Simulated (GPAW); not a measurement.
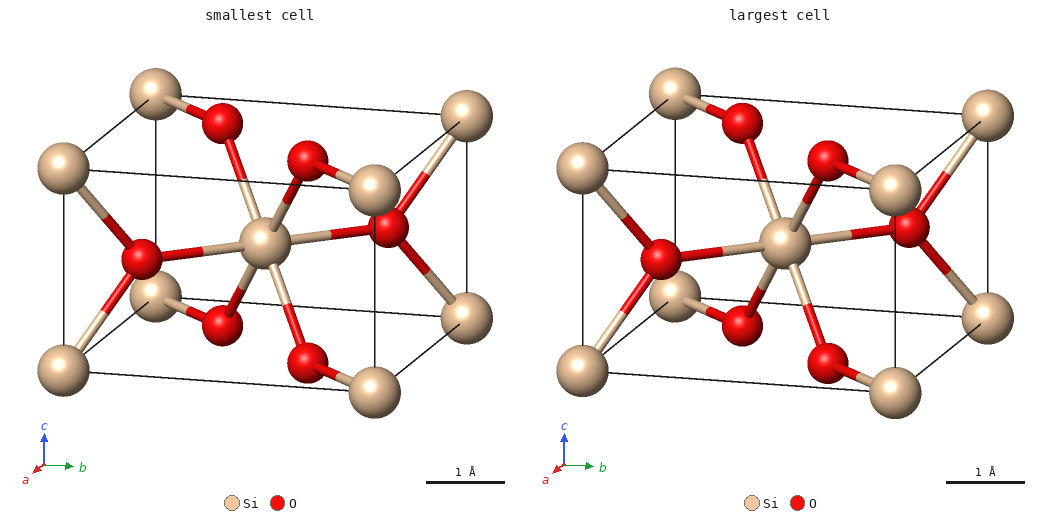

SiO₂, rutile, space group P4₂/mnm (No. 136), relaxed (cell and atoms, zero pressure) with five choices of dispersion term on top of PBEsol; the smallest and the largest of the relaxed conventional cells are drawn to one scale (sticks follow a distance rule). The start was a structure listed in the Materials Project. It needn't be the stable form of this composition.

Alike in all runs: GPAW 26.7.0; functional PBEsol; potentials PAW data sets generated in the run's folder for this functional; cutoff 800 eV; k mesh 5 × 5 × 7 on the run's cell of 6 atoms; occupations fermi-dirac, width 0.05 eV; no spin polarisation; no spin-orbit coupling.

| level | volume (Å³/atom) | a (Å) | c (Å) | gap (eV) |
| --- | --- | --- | --- | --- |
| D4 | 7.88 | 4.193 | 2.688 | 5.31 |
| D3 | 7.89 | 4.195 | 2.688 | 5.29 |
| D3(BJ) | ? | ? | ? | ? |
| D3(BJ)-ATM | 7.87 | 4.193 | 2.687 | 5.32 |
| none | 7.95 | 4.209 | 2.693 | 5.16 |

**Fill in the row of D3(BJ).**

Volume 7.85 Å³/atom; a 4.188 Å; c 2.686 Å; gap 5.36 eV. That is the smallest volume of all.

**Order the levels by the relaxed volume, smallest first.**

D3(BJ) (7.85 Å³/atom), D3(BJ)-ATM (7.87 Å³/atom), D4 (7.88 Å³/atom), D3 (7.89 Å³/atom), none (7.95 Å³/atom). Rows within a few tenths of a per cent can't be told apart.

Gaps are the least found on the k-mesh, which misses some points of high symmetry; where the band edges lie there, the true gap is smaller, at times by an eV.

Caveat: later steps reuse the first step's grids; semilocal functionals give gaps below the measured ones.
